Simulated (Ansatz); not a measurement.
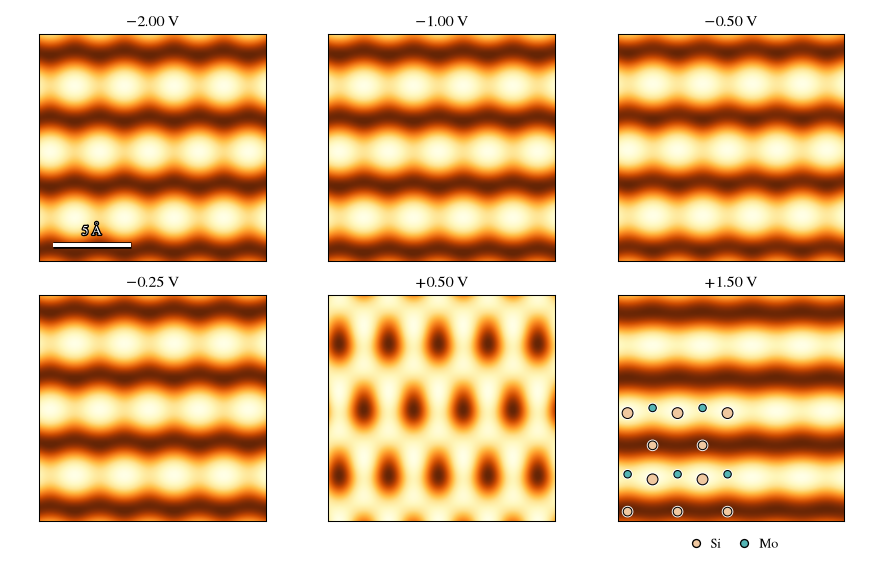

Constant-current images of Si2Mo(101) (I4/mmm bulk, 11 atomic planes (those closer than 0.6 Å count as one), 10 Å, Si-terminated, slab composition Si8Mo3) at 6 sample biases, each on its own colour scale; the last has the atoms seen from above drawn over one corner (deeper ones smaller).

Images follow the Tersoff–Hamann model: the current is the local density of the sample's states between the Fermi level and the bias, at the tip's centre. Bias windows are sharp sums over the levels of the k mesh.

Theory: Ansatz, DFT PBE, scalar-relativistic, plane waves, PAW. Cutoff 420 eV, 20 × 14 k-points, Gaussian smearing 0.1 eV, dipole correction. The slab is a cut without reconstruction beyond its cell, at the source's lattice constants, with its lower half held fixed and the rest relaxed. No spin polarisation. The run warns that the functional's potential is rough in the thin density of the vacuum, where the tip is; weak contrasts and barriers may feel it.

```cif
data_structure
_symmetry_space_group_name_H-M 'P 1'
_symmetry_Int_Tables_number 1
_cell_length_a 3.2000
_cell_length_b 4.5353
_cell_length_c 29.8814
_cell_angle_alpha 90.000
_cell_angle_beta 90.000
_cell_angle_gamma 110.658
_cell_volume 405.78
loop_
_atom_site_label
_atom_site_type_symbol
_atom_site_fract_x
_atom_site_fract_y
_atom_site_fract_z
_atom_site_occupancy
Si1 Si 0.71434 0.42867 0.33466 1
Si2 Si 0.42782 0.85563 0.36778 1
Mo1 Mo 0.14215 0.28430 0.40081 1
Si3 Si 0.85649 0.71298 0.43384 1
Si4 Si 0.56997 0.13994 0.46697 1
Mo2 Mo 0.28418 0.56828 0.49948 1
Si5 Si 0.99732 0.99458 0.53371 1
Si6 Si 0.71045 0.42020 0.56804 1
Mo3 Mo 0.42342 0.84650 0.59794 1
Si7 Si 0.14062 0.28228 0.63533 1
Si8 Si 0.88383 0.76885 0.67226 1
```

The last single point, restarted from the relaxation's density, took 3.8 min on 1 thread of Intel(R) Xeon(R) 6975P-C (Granite Rapids), with other jobs on the host, peak memory 1.9 GiB.

**How do the images change with bias?**

| bias | set point (e/Å³) | corrugation | brightest over |
| --- | --- | --- | --- |
| −2.00 V | 2.6 × 10⁻⁵ | 39 pm | top Si atoms |
| −1.00 V | 2.3 × 10⁻⁵ | 39 pm | top Si atoms |
| −0.50 V | 1.1 × 10⁻⁵ | 41 pm | top Si atoms |
| −0.25 V | 3.8 × 10⁻⁶ | 39 pm | top Si atoms |
| +0.50 V | 2.3 × 10⁻⁶ | 9 pm | points 1.4 Å to the side of the top Si atoms and points 1.1 Å to the side of the top Si atoms |
| +1.50 V | 7.0 × 10⁻⁶ | 24 pm | top Si atoms |

The slab has states at the Fermi level, so this model gives a current down to small biases. Its work function (top face) is 5.64 eV.

The weakest contrasts here depend on the k mesh and on the tip.
